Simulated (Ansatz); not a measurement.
# Energy of Ge along an even scaling of the cell

System: Ge (C2/c, 2 atoms in the cell).
Method: DFT, RPBE, plane waves (420 eV) with PAW, scalar-relativistic, no spin polarisation (Ansatz 0.2.0).

The 6 runs differ only in the geometry, by an even scaling of the cell at fixed fractional positions.

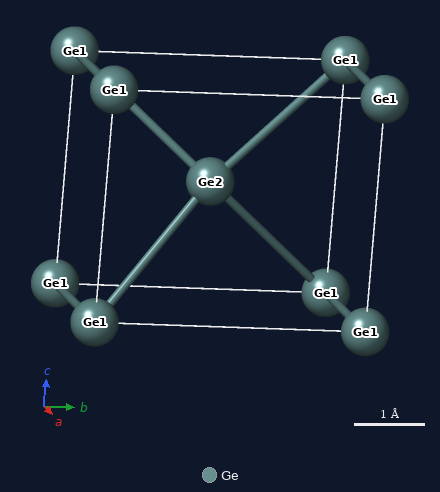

Figure 1. The structure of run 4 (ball-and-stick view of the reduced cell, seen slightly off an axis; atoms are numbered from 1 in the order of the input).

### Input of run 4
```yaml
crystal:
  lattice:
    - [-2.6100867877, 2.6132347663, 1.443769174]
    - [2.6132347663, -2.6100867877, 1.443769174]
    - [2.6242645432, 2.6242645432, -1.4380036454]
  atoms:
    - { symbol: Ge, position: [0.9997552703, 0.0002447297, 0.0] }
    - { symbol: Ge, position: [0.7502447297, 0.2497552703, 0.5] }
hamiltonian:
  xc: rpbe
  pseudopotentials:
    kind: paw
    azcp:
      Ge: "pseudopotentials/Ge.paw.azcp"
basis:
  ecutwfc: 420
  fft_grid_basis: typed
kpoints:
  mp_grid: { grid: [14, 14, 10], shift: [0, 0, 0] }
magnetization:
  spin_polarized: false
scf:
  occupations: { method: fermi_dirac, width: 0.1 }
  lower_state_search: "off"
output:
  stress: true
```

Run 3 differs from it as follows:
```diff
-    - [-2.6100867877, 2.6132347663, 1.443769174]
-    - [2.6132347663, -2.6100867877, 1.443769174]
-    - [2.6242645432, 2.6242645432, -1.4380036454]
+    - [-2.5748110203, 2.5779164534, 1.4242563878]
+    - [2.5779164534, -2.5748110203, 1.4242563878]
+    - [2.5887971611, 2.5887971611, -1.4185687813]
```

### Results, with one run withheld

| run | volume per atom (Å³) | free energy per atom, from the lowest run given (meV) | pressure (GPa) |
| --- | --- | --- | --- |
| 1 | 17.426 | 70.88 | 10.80 |
| 2 | 18.218 | 28.93 | 6.34 |
| 3 | 19.010 | ? | ? |
| 4 | 19.802 | 0.00 | −0.01 |
| 5 | 20.594 | 5.78 | −2.24 |
| 6 | 21.386 | 21.43 | −4.02 |

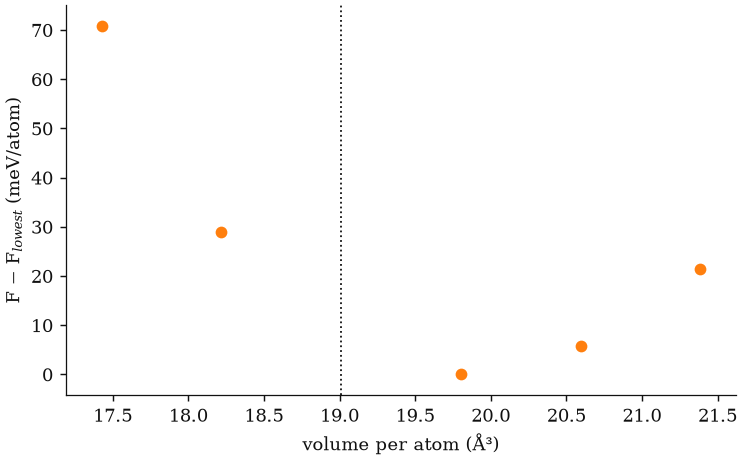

Figure 2. Free energy per atom of the runs given; the dotted line marks run 3.

Estimate the energy of run 3 from the others.

A cubic polynomial in V^(−2/3) (the Birch–Murnaghan form), fitted to the 5 runs given, misses them by at most 0.01 meV per atom. With x = V^(−2/3) − 0.13854 Å⁻², it reads F = 1.7084 + 1790.6 x + 4.729e+05 x² + 1.201e+06 x³ (meV per atom). At run 3 it gives 6.66 meV per atom, and the run itself gives 6.65. The slope of the fit gives a pressure −dF/dV of 2.80 GPa there, and the run prints 2.81 GPa. The fit has its minimum at 19.800 Å³ per atom, where V d²F/dV² gives 62.6 GPa. Cell shape and fractional positions are held, so this is the stiffness under even scaling; the relaxed bulk modulus wasn't computed.

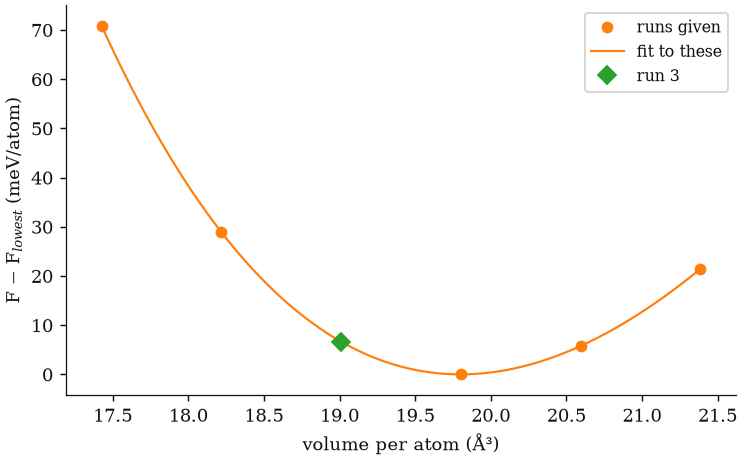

Figure 3. The fit and the withheld run.

### Output, shortened to warnings, some set-up lines, iterations and results (run 3)
```
Basis set: ecut = 420 eV, 753 PW (Γ)
Symmetry: 4 space group operations
k-points: 534 of 1960
Initial density: superposition of atomic densities (neutral atoms: chi_scale 0, normalization atom), corrected by the library's trained network
[...]
SCF iter   1: F=—  HF=-8600.904121 eV  |F-HF|=—  |Δ(HF+E_count)|=         —  Δρ=3.01e-3  dr2=1.59e-3  ethr=1.77e-3  ⟨swp⟩=5.1  Hψ=39291  notcnv=0
SCF iter   2: F=—  HF=-8600.903250 eV  |F-HF|=—  |Δ(HF+E_count)|=   8.71e-4  Δρ=1.48e-3  dr2=7.20e-4  ethr=5.68e-6  ⟨swp⟩=2.0  Hψ=21212  notcnv=0
SCF iter   3: F=—  HF=-8600.903201 eV  |F-HF|=—  |Δ(HF+E_count)|=   4.87e-5  Δρ=8.48e-4  dr2=2.48e-4  ethr=2.57e-6  ⟨swp⟩=1.0  Hψ=9612  notcnv=0
SCF iter   4: F=—  HF=-8600.903155 eV  |F-HF|=—  |Δ(HF+E_count)|=   4.59e-5  Δρ=1.25e-4  dr2=4.81e-6  ethr=8.86e-7  ⟨swp⟩=2.1  Hψ=11495  notcnv=0
SCF iter   5: F=—  HF=-8600.903157 eV  |F-HF|=—  |Δ(HF+E_count)|=   1.53e-6  Δρ=2.86e-5  dr2=2.20e-7  ethr=1.72e-8  ⟨swp⟩=2.0  Hψ=17119  notcnv=0
SCF iter   6: F=-8600.903157 eV  HF=-8600.903157 eV  |F-HF|=6.51e-9  |Δ(HF+E_count)|=   1.31e-7  Δρ=6.54e-6  dr2=1.27e-8  ethr=3.57e-10  ⟨swp⟩=4.0  Hψ=33706  notcnv=0
SCF 1 converged in 6 iterations: F = -8600.903157 eV  dr2 = 1.27e-8
SCF converged after 6 iterations
Free energy (F): -8600.903157 eV
Harris-Foulkes:  -8600.903157 eV  (|F-HF|=6.51e-9)
Internal energy: -8600.875726 eV  (E = F + TS)
E sigma→0 (E₀):  -8600.889441 eV
Entropy (-TS):   -0.027431 eV (-13.716 meV/atom)
Fermi energy:    10.892382 eV
--- Per-component energies (eV) ---
  E_band       = -229.016453
  E_kinetic    = 220.778063
  E_local      = -4328.251172  (includes V_loc(G=0)·N_el)
  E_nonlocal   = 831.939274
  E_hartree    = 1894.966960
  E_xc         = -151.121107
  E_vxc        = -128.663181  (∫ρ·V_xc dr)
  E_paw        = -4046.309492  (= ΣΔE_a)
  E_vpaw       = -614.750373  (= ΣTr[D̂ρ^β])
  E_aug_tail   = 0.000582  (compensation charges beyond the density's cutoff)
  E_ewald      = -3022.515020
  E_core_change = -0.363813  (= ΣΔE_core)
  E_smearing   = -0.027431  (= −TS)
  E_closure    = -0.000000  (closes the sum)
  Σ components = -8600.903157   (vs F -8600.903157, Δ=0.00e0)
--- Stress (GPa, compression-positive) ---
        2.701514      -0.376170      -0.026718
       -0.376170       2.701514      -0.026718
       -0.026718      -0.026718       3.012723
  P = ⅓ Tr σ = 2.8053 GPa (28.053 kbar)
```
